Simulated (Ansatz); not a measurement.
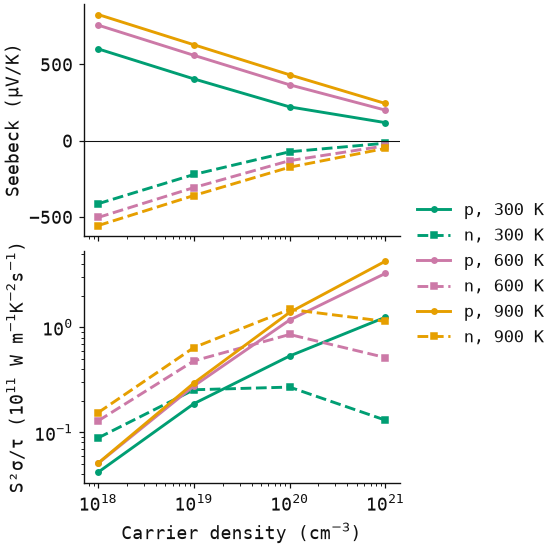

Seebeck coefficient and power factor over the relaxation time against doping (rigid bands, constant relaxation time, mean of three directions). System: SiO2, space group P4_32_12 (No. 96), 12 atoms in the cell. Ansatz 0.2.0; DFT LDA, scalar-relativistic, plane waves, PAW, no spin polarisation, 6×6×4 k mesh, 420 eV cutoff, Gaussian smearing of 0.02 eV.

At 300 K and 10¹⁹ cm⁻³ the Seebeck coefficient is 404 μV/K for holes and −222 μV/K for electrons; the larger size for holes shows the larger density-of-states mass of the valence band. At 300 K it goes from 601 to 118 μV/K for holes and from −414 to −17 μV/K for electrons between 10¹⁸ cm⁻³ and 10²¹ cm⁻³, so its size falls as carriers are added. At 10¹⁹ cm⁻³ the hole value goes from 404 to 628 μV/K on heating to 900 K. The largest power factor over τ is for p type at 10²¹ cm⁻³ and 900 K, about 4.3 × 10¹¹ W m⁻¹ K⁻² s⁻¹.

The bands are interpolated from a finite k mesh, so the values are approximate.
